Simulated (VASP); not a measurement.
Geometry relaxation, with input and output: Zr

- system: Zr (3 atoms in the cell)
- method: Kohn-Sham DFT of a periodic cell, PBE, VASP PAW PBE potentials, recommended, no spin polarisation (VASP 6.6.1)

The structure was built on a prototype by a generator; it need not be a known phase.

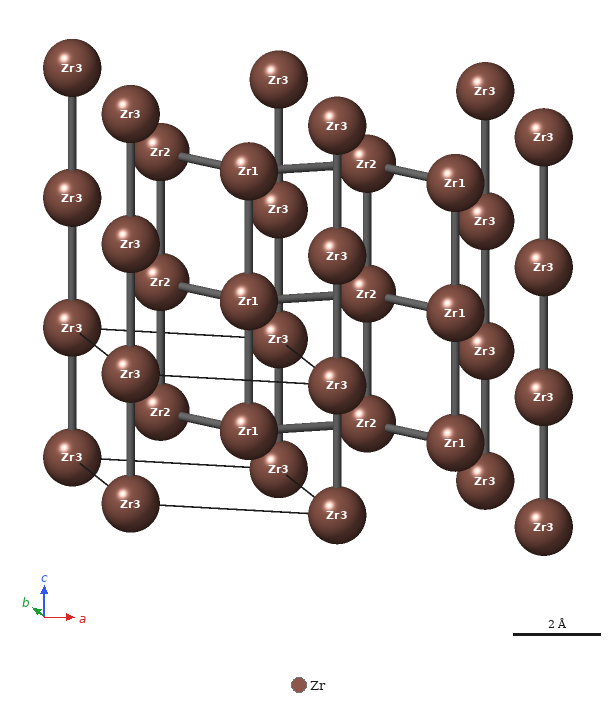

The starting structure (ball-and-stick view of the cell of the calculation, repeated 2 × 1 × 3, seen slightly off an axis; atoms are numbered from 1 in the order of the input).

**Summary**

```tsv
quantity	value
outcome	converged
space group (tolerance 0.01 Å)	P6/mmm (191)
electrons treated	36
free energy	−25.4788 eV
Fermi energy	9.660 eV
gap on the k-point mesh	none (metallic)
pressure	6.57 GPa
final volume	65.18 Å³
largest force (length of the vector)	under 0.001 eV/Å
hardware	1 thread of Intel Xeon (Sapphire Rapids), 64 GiB of memory available, shared host
wall time	3 min
peak memory	0.27 GiB
```

**Notes**

The cell is under a pressure of 6.6 GPa at this level, so it is not at its equilibrium volume.

**INCAR**
```
  PREC = Accurate
  ENCUT = 600
  EDIFF = 1E-7
  ISMEAR = 1
  SIGMA = 0.1
  LREAL = F
  LASPH = T
  NELM = 80
  ALGO = Fast
  ISIF = 4
  LWAVE = F
  LCHARG = F
  GGA = PE
  IBRION = 2
  NSW = 40
  EDIFFG = -0.01
```

**KPOINTS**
```
regular mesh
0
Gamma
  9 9 12
```

**POSCAR**
```
Zr                                      
1.0
    4.9356232274      0.0000000000      0.0000000000
   -2.4678116137      4.2743750963      0.0000000000
    0.0000000000      0.0000000000      3.0896662489
  Zr            
     3
Direct
     0.6666666699999979    0.3333333300000021    0.5000000000000000
     0.3333333300000021    0.6666666699999979    0.5000000000000000
     0.0000000000000000    0.0000000000000000    0.0000000000000000
```

Launched with:
```bash
cat potpaw_PBE.64/Zr_sv/POTCAR > POTCAR
mpirun -np 1 vasp_std > vasp.out
```

**OSZICAR**
```
N       E                     dE             d eps       ncg     rms          rms(c)
DAV:   1     0.405194543940E+03    0.40519E+03   -0.21534E+04  3696   0.183E+03
DAV:   2     0.317536602665E+01   -0.40202E+03   -0.39681E+03  4330   0.491E+02
DAV:   3    -0.250168050567E+02   -0.28192E+02   -0.27619E+02  6824   0.959E+01
DAV:   4    -0.264559423367E+02   -0.14391E+01   -0.14273E+01  5142   0.211E+01
DAV:   5    -0.264913656708E+02   -0.35423E-01   -0.35309E-01  5480   0.310E+00    0.204E+01
RMM:   6    -0.256165383693E+02    0.87483E+00   -0.12944E+00  3851   0.847E+00    0.867E+00
RMM:   7    -0.254458935805E+02    0.17064E+00   -0.13076E+00  3993   0.716E+00    0.138E+00
RMM:   8    -0.254742843756E+02   -0.28391E-01   -0.24823E-01  4835   0.267E+00    0.887E-01
RMM:   9    -0.254775179117E+02   -0.32335E-02   -0.34659E-02  4759   0.142E+00    0.356E-01
RMM:  10    -0.254786794195E+02   -0.11615E-02   -0.15083E-02  5314   0.764E-01    0.109E-01
RMM:  11    -0.254786187688E+02    0.60651E-04   -0.30465E-03  5203   0.350E-01    0.721E-02
RMM:  12    -0.254787497025E+02   -0.13093E-03   -0.14420E-03  5666   0.188E-01    0.458E-02
RMM:  13    -0.254787878119E+02   -0.38109E-04   -0.38469E-04  5981   0.959E-02    0.256E-02
RMM:  14    -0.254788080352E+02   -0.20223E-04   -0.18232E-04  5888   0.637E-02    0.767E-03
RMM:  15    -0.254788164243E+02   -0.83891E-05   -0.86615E-05  5894   0.418E-02    0.413E-03
RMM:  16    -0.254788222031E+02   -0.57788E-05   -0.45879E-05  5635   0.301E-02    0.205E-03
RMM:  17    -0.254788249631E+02   -0.27601E-05   -0.26059E-05  5346   0.223E-02    0.282E-03
RMM:  18    -0.254788267307E+02   -0.17675E-05   -0.13710E-05  5090   0.165E-02    0.132E-03
RMM:  19    -0.254788279004E+02   -0.11697E-05   -0.85746E-06  4629   0.126E-02    0.143E-03
RMM:  20    -0.254788284532E+02   -0.55276E-06   -0.48279E-06  4198   0.964E-03    0.708E-04
RMM:  21    -0.254788288392E+02   -0.38607E-06   -0.31535E-06  3741   0.752E-03    0.626E-04
RMM:  22    -0.254788290748E+02   -0.23561E-06   -0.18411E-06  3285   0.592E-03    0.502E-04
RMM:  23    -0.254788292103E+02   -0.13543E-06   -0.12342E-06  3026   0.487E-03    0.544E-04
RMM:  24    -0.254788292860E+02   -0.75711E-07   -0.79284E-07  2783   0.401E-03
   1 F= -.25478829E+02 E0= -.25479336E+02  d E =-.254788E+02
```

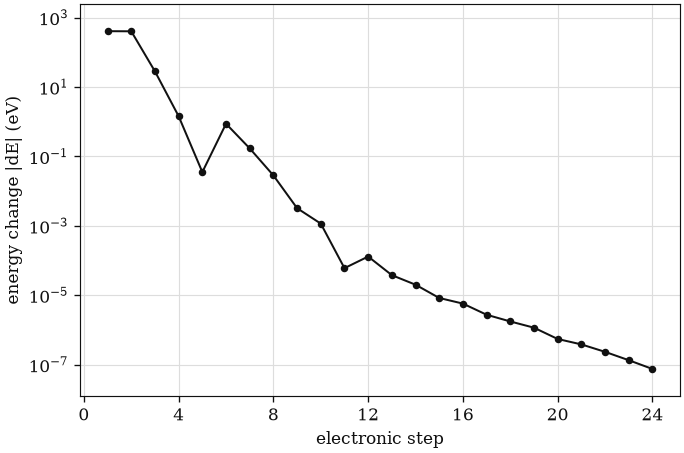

Convergence of the self-consistent field: energy change |dE| against the electronic step. It takes 24 electronic steps. The density is held fixed in the first few steps, and dE rises again when its update begins.

**Parts of OUTCAR**
```
PREC = Accurate
   ENCUT = 600
   EDIFF = 1E-7
   ISMEAR = 1
   LREAL = F
   LASPH = T
   NELM = 80
   ISIF = 4
   GGA = PE
   IBRION = 2
   NSW = 40
   EDIFFG = -0.01

 ion  position               nearest neighbor table
   1  0.667  0.333  0.500-   2 2.85   2 2.85   2 2.85   3 3.24   3 3.24   3 3.24   3 3.24   3 3.24
                             3 3.24
   2  0.333  0.667  0.500-   1 2.85   1 2.85   1 2.85   3 3.24   3 3.24   3 3.24   3 3.24   3 3.24
                             3 3.24
   3  0.000  0.000  0.000-   1 3.24   2 3.24   1 3.24   2 3.24   2 3.24   2 3.24   1 3.24   1 3.24
                             1 3.24   1 3.24   2 3.24   2 3.24

  LATTYP: Found a hexagonal cell.
 ALAT       =     4.9356232274
 C/A-ratio  =     0.6259931333

  Lattice vectors:

 A1 = (   4.9356232274,   0.0000000000,   0.0000000000)
 A2 = (  -2.4678116137,   4.2743750963,   0.0000000000)
 A3 = (   0.0000000000,   0.0000000000,   3.0896662489)

Analysis of symmetry for initial positions (statically):
=====================================================================
 Subroutine PRICEL returns:
 Original cell was already a primitive cell.

 Routine SETGRP: Setting up the symmetry group for a
 hexagonal supercell.

 Subroutine GETGRP returns: Found 24 space group operations
 (whereof 24 operations were pure point group operations)
 out of a pool of 24 trial point group operations.

The static configuration has the point symmetry D_6h.

Analysis of symmetry for dynamics (positions and initial velocities):
=====================================================================
 Subroutine PRICEL returns:
 Original cell was already a primitive cell.

 Routine SETGRP: Setting up the symmetry group for a
 hexagonal supercell.

 Subroutine GETGRP returns: Found 24 space group operations
 (whereof 24 operations were pure point group operations)
 out of a pool of 24 trial point group operations.

The dynamic configuration has the point symmetry D_6h.

 Subroutine INISYM returns: Found 24 space group operations
 (whereof 24 operations are pure point group operations),
 and found     1 'primitive' translations

----------------------------------------------------------------------------------------

                                     Primitive cell

  volume of cell :      65.1818

  direct lattice vectors                    reciprocal lattice vectors
     4.935623227  0.000000000  0.000000000     0.202608658  0.116976163  0.000000000
    -2.467811614  4.274375096  0.000000000     0.000000000  0.233952327  0.000000000
     0.000000000  0.000000000  3.089666249     0.000000000  0.000000000  0.323659554

  length of vectors
     4.935623227  4.935623226  3.089666249     0.233952327  0.233952327  0.323659554

  position of ions in fractional coordinates (direct lattice)
     0.666666670  0.333333330  0.500000000
     0.333333330  0.666666670  0.500000000
     0.000000000  0.000000000  0.000000000

  ion indices of the primitive-cell ions
   primitive index   ion index
                 1           1
                 2           2
                 3           3

----------------------------------------------------------------------------------------

 KPOINTS: regular mesh

Automatic generation of k-mesh.
 Grid dimensions read from file:
 generate k-points for:    9    9   12

 Generating k-lattice:

  Cartesian coordinates                     Fractional coordinates (reciprocal lattice)
     0.022512073  0.012997351  0.000000000     0.111111111 -0.000000000  0.000000000
     0.000000000  0.025994703  0.000000000     0.000000000  0.111111111  0.000000000
     0.000000000  0.000000000  0.026971629     0.000000000  0.000000000  0.083333333

  Length of vectors
     0.025994703  0.025994703  0.026971629

  Shift w.r.t. Gamma in fractional coordinates (k-lattice)
     0.000000000  0.000000000  0.000000000

 Subroutine IBZKPT returns following result:
 ===========================================

 Found     84 irreducible k-points:

 Following reciprocal coordinates:
            Coordinates               Weight
  0.000000  0.000000  0.000000      1.000000
  0.111111 -0.000000  0.000000      6.000000
  0.222222 -0.000000  0.000000      6.000000
  0.333333  0.000000  0.000000      6.000000
  0.444444 -0.000000  0.000000      6.000000
  0.111111  0.111111  0.000000      6.000000
  0.222222  0.111111  0.000000     12.000000
  0.333333  0.111111  0.000000     12.000000
  0.444444  0.111111  0.000000      6.000000
  0.222222  0.222222  0.000000      6.000000
  0.333333  0.222222  0.000000     12.000000
  0.333333  0.333333  0.000000      2.000000
  0.000000  0.000000  0.083333      2.000000
  0.111111 -0.000000  0.083333     12.000000
  0.222222 -0.000000  0.083333     12.000000
  0.333333  0.000000  0.083333     12.000000
  0.444444 -0.000000  0.083333     12.000000
  0.111111  0.111111  0.083333     12.000000
  0.222222  0.111111  0.083333     24.000000
  0.333333  0.111111  0.083333     24.000000
  0.444444  0.111111  0.083333     12.000000
  0.222222  0.222222  0.083333     12.000000
  0.333333  0.222222  0.083333     24.000000
  0.333333  0.333333  0.083333      4.000000
 [... further k-points ...]
   k-points           NKPTS =     84   k-points in BZ     NKDIM =     84   number of bands    NBANDS=     22
   number of dos      NEDOS =    301   number of ions     NIONS =      3
   total plane-waves  NPLWV =  44800
   dimension x,y,z NGX =    40 NGY =   40 NGZ =   28
   dimension x,y,z NGXF=    80 NGYF=   80 NGZF=   56
   ions per type =               3
   NGX,Y,Z   is equivalent  to a cutoff of  13.47, 13.47, 15.07 a.u.
   NGXF,Y,Z  is equivalent  to a cutoff of  26.95, 26.95, 30.13 a.u.
 SYSTEM =  unknown system
   PREC   = accura    normal or accurate (medium, high low for compatibility)
   ISTART =      0    job   : 0-new  1-cont  2-samecut
   ICHARG =      2    charge: 1-file 2-atom 10-const
   ISPIN  =      1    spin polarized calculation?
   LNONCOLLINEAR =      F non collinear calculations
   LSORBIT =      F    spin-orbit coupling
   LASPH  =      T    aspherical Exc in radial PAW
   ENCUT  =  600.0 eV  44.10 Ry    6.64 a.u.   9.86  9.86  6.17*2*pi/ulx,y,z
   NELM   =     80;   NELMIN=  2; NELMDL= -5     # of ELM steps
   EDIFF  = 0.1E-06   stopping-criterion for ELM
   LREAL  =      F    real-space projection
   EDIFFG = -.1E-01   stopping-criterion for IOM
   NSW    =     40    number of steps for IOM
   IBRION =      2    ionic relax: 0-MD 1-quasi-New 2-CG
   NFREE  =      1    steps in history (QN), initial steepest desc. (CG)
   ISIF   =      4    stress and relaxation
   ISYM   =      2    0-nonsym 1-usesym 2-fastsym
   POTIM  = 0.5000    time-step for ionic-motion
   TEBEG  =    0.0;   TEEND  =   0.0 temperature during run
   PSTRESS=    0.0 pullay stress
   NELECT =      36.0000    total number of electrons
   NUPDOWN=      -1.0000    fix difference up-down
   EMIN   =  10.00;   EMAX   =-10.00  energy-range for DOS
   EFERMI =   0.00;   METHOD = LEGACY
   ISMEAR =     1;   SIGMA  =   0.10  broadening in eV -4-tet -1-fermi 0-gaus
   EFERMI_NEDOS =   21; number of points for ismear=-14 and -15
   IALGO  =     68    algorithm
   IMIX   =      4    mixing-type and parameters
     AMIX     =   0.40;   BMIX     =  1.00
     AMIX_MAG =   1.60;   BMIX_MAG =  1.00
  volume/ion in A,a.u.               =      21.73       146.62
  Fermi-wavevector in a.u.,A,eV,Ry     =   1.343178  2.538239 24.546643  1.804127
  Thomas-Fermi vector in A             =   2.471273
   LORBIT       =      0    0 simple, 1 ext, 2 COOP (PROOUT), +10 PAW based schemes
   GGA     = PE    functional components
   LHFCALC =     F    Hartree Fock is set to
   AEXX    =    0.0000 exact exchange contribution
   IVDW    =     0    specifies the selected vdW correction
   LEPSILON=     F    determine dielectric tensor
   LRPA    =     F    only Hartree local field effects (RPA)
 conjugate gradient relaxation of ions
 non-spin polarized calculation
 RMM-DIIS sequential band-by-band and
 Methfessel and Paxton  Order N= 1 SIGMA  =   0.10
  energy-cutoff  :      600.00
  volume of cell :       65.18
 maximum number of plane-waves:      2196
 NGX is ok and might be reduce to    40
   NGX = 19   NGY = 19   NGZ = 13

 number of electron      36.0000000 magnetization

 Free energy of the ion-electron system (eV)
  ---------------------------------------------------
  ext. energy  EPLUGINS =         0.00000000
  ---------------------------------------------------
  free energy    TOTEN  =       -25.47882929 eV

  energy without entropy =      -25.48034915  energy(sigma->0) =      -25.47933591

 E-fermi :   9.6603     XC(G=0): -11.3983     alpha+bet :-17.0789

 val. band max:        9.6569671919   @ k =   0.1111   0.1111   0.0000
 cond. band min:       9.6626502831   @ k =   0.1111  -0.0000   0.0000
 fundamental gap:      0.0056830912
 Fermi energy:         9.6603307026

 k-point     1 :       0.0000    0.0000    0.0000
  band No.  band energies     occupation
      1     -39.0957      2.00000
      2     -38.8223      2.00000
      3     -38.5880      2.00000
      4     -17.3165      2.00000
      5     -17.3165      2.00000
      6     -17.2736      2.00000
      7     -17.2736      2.00000
      8     -16.7556      2.00000
      9     -16.4418      2.00000
     10     -16.3161      2.00000
     11     -16.2764      2.00000
     12     -16.2764      2.00000
     13       4.0382      2.00000
     14       7.0885      2.00000
     15       9.1697      2.00000
     16       9.1697      2.00000
     17       9.2184      2.00000
     18       9.2184      2.00000
     19       9.4923      2.03886
     20      10.5345     -0.00000
     21      11.3549     -0.00000
     22      11.3653     -0.00000

 k-point     2 :       0.1111   -0.0000    0.0000
  band No.  band energies     occupation
      1     -39.0921      2.00000
      2     -38.8190      2.00000
      3     -38.5952      2.00000
      4     -17.4260      2.00000
      5     -17.4007      2.00000
      6     -17.1590      2.00000
      7     -17.1443      2.00000
      8     -16.7474      2.00000
      9     -16.4446      2.00000
     10     -16.3240      2.00000
     11     -16.3220      2.00000
     12     -16.2791      2.00000
     13       4.1925      2.00000
     14       7.1366      2.00000
     15       8.4945      2.00000
     16       8.8732      2.00000
     17       9.0500      2.00000
     18       9.6627      0.96075
     19       9.8979     -0.00397
     20      10.6057     -0.00000
     21      11.2116     -0.00000
     22      11.5148     -0.00000

 k-point     3 :       0.2222   -0.0000    0.0000
  band No.  band energies     occupation
      1     -39.0833      2.00000
      2     -38.8085      2.00000
      3     -38.6158      2.00000
      4     -17.5356      2.00000
      5     -17.4308      2.00000
      6     -17.0362      2.00000
      7     -17.0003      2.00000
      8     -16.7251      2.00000
      9     -16.4517      2.00000
     10     -16.4435      2.00000
     11     -16.3386      2.00000
     12     -16.2865      2.00000
     13       4.6309      2.00000
     14       7.1507      2.00000
     15       7.8563      2.00000
     16       8.5930      2.00000
     17       8.7302      2.00000
     18      10.0450     -0.00000
     19      10.1694     -0.00000
     20      10.6405     -0.00000
     21      10.8554     -0.00000
     22      11.1707     -0.00000

 k-point     4 :       0.3333    0.0000    0.0000
  band No.  band energies     occupation
      1     -39.0737      2.00000
      2     -38.7904      2.00000
      3     -38.6449      2.00000
      4     -17.6157      2.00000
      5     -17.3788      2.00000
      6     -16.9507      2.00000
      7     -16.9399      2.00000
      8     -16.6969      2.00000
      9     -16.5505      2.00000
     10     -16.4590      2.00000
     11     -16.3611      2.00000
     12     -16.2963      2.00000
     13       5.2825      2.00000
     14       6.8198      2.00000
     15       7.4874      2.00000
     16       8.4320      2.00000
     17       8.7645      2.00000
     18       9.7935     -0.06788
     19      10.0855     -0.00000
     20      10.5408     -0.00000
     21      10.9106     -0.00000
     22      11.0321     -0.00000

 k-point     5 :       0.4444   -0.0000    0.0000
  band No.  band energies     occupation
      1     -39.0677      2.00000
      2     -38.7710      2.00000
      3     -38.6713      2.00000
      4     -17.6577      2.00000
      5     -17.2599      2.00000
      6     -17.0586      2.00000
      7     -16.8862      2.00000
      8     -16.6762      2.00000
      9     -16.5643      2.00000
     10     -16.4630      2.00000
     11     -16.3788      2.00000
     12     -16.3036      2.00000
     13       6.0243      2.00000
     14       6.5392      2.00000
     15       6.8815      2.00000
     16       8.7900      2.00000
     17       8.9177      2.00000
     18       9.3300      2.00003
     19       9.6946      0.45612
     20      10.4156     -0.00000
     21      10.7813     -0.00000
     22      11.4393     -0.00000

 [... the levels of 18 k-points are left out ...]

 k-point    24 :       0.3333    0.3333    0.0833
  band No.  band energies     occupation
      1     -39.0599      2.00000
      2     -38.7181      2.00000
      3     -38.7181      2.00000
      4     -17.4446      2.00000
      5     -17.3311      2.00000
      6     -17.3311      2.00000
      7     -16.7043      2.00000
      8     -16.6799      2.00000
      9     -16.6799      2.00000
     10     -16.4695      2.00000
     11     -16.4695      2.00000
     12     -16.2511      2.00000
     13       6.2620      2.00000
     14       6.7746      2.00000
     15       6.7746      2.00000
     16       9.2131      2.00000
     17       9.2131      2.00000
     18       9.4324      2.00585
     19       9.7480     -0.01447
     20      10.2395     -0.00000
     21      10.2398     -0.00000
     22      11.3350     -0.00000

 [... further k-points ...]

------------------------ aborting loop because EDIFF is reached ----------------------------------------

  FORCE on cell =-STRESS in cart. coord.  units (eV):
  Direction    XX          YY          ZZ          XY          YZ          ZX
  --------------------------------------------------------------------------------------
  -------------------------------------------------------------------------------------
  Total        2.6592624      2.6592624      2.7001043      0.0000000      0.0000000      0.0000000
  in kB       65.3650469     65.3650469     66.3689453      0.0000000      0.0000000      0.0000000
  external PRESSURE =      65.6996797 kB  Pullay stress =       0.0000000 kB

 VOLUME and BASIS-vectors are now :
 -----------------------------------------------------------------------------
  energy-cutoff  :      600.00
  volume of cell :       65.18
      direct lattice vectors                 reciprocal lattice vectors
     4.935623227  0.000000000  0.000000000     0.202608658  0.116976163  0.000000000
    -2.467811614  4.274375096  0.000000000     0.000000000  0.233952327  0.000000000
     0.000000000  0.000000000  3.089666249     0.000000000  0.000000000  0.323659554

 POSITION                                       TOTAL-FORCE (eV/Angst)
 -----------------------------------------------------------------------------------
      2.46781      1.42479      1.54483        -0.000000      0.000000      0.000000
     -0.00000      2.84958      1.54483         0.000000     -0.000000     -0.000000
      0.00000      0.00000      0.00000        -0.000000     -0.000000      0.000000
 -----------------------------------------------------------------------------------
    total drift:                                0.000000     -0.000000      0.000000

  FREE ENERGIE OF THE ION-ELECTRON SYSTEM (eV)
  ---------------------------------------------------
  free  energy   TOTEN  =       -25.4788292860 eV

  energy  without entropy=      -25.4803491477  energy(sigma->0) =      -25.47933591

 reached required accuracy - stopping structural energy minimisation
```

**CONTCAR**
```
Zr
   1.00000000000000
     4.9356232273999998    0.0000000000000000    0.0000000000000000
    -2.4678116136999999    4.2743750963000000    0.0000000000000000
     0.0000000000000000    0.0000000000000000    3.0896662489000000
  Zr
     3
Direct
     0.6666666699999979    0.3333333300000021    0.5000000000000000
     0.3333333300000021    0.6666666699999979    0.5000000000000000
     0.0000000000000000    0.0000000000000000    0.0000000000000000

  0.00000000E+00  0.00000000E+00  0.00000000E+00
  0.00000000E+00  0.00000000E+00  0.00000000E+00
  0.00000000E+00  0.00000000E+00  0.00000000E+00
```
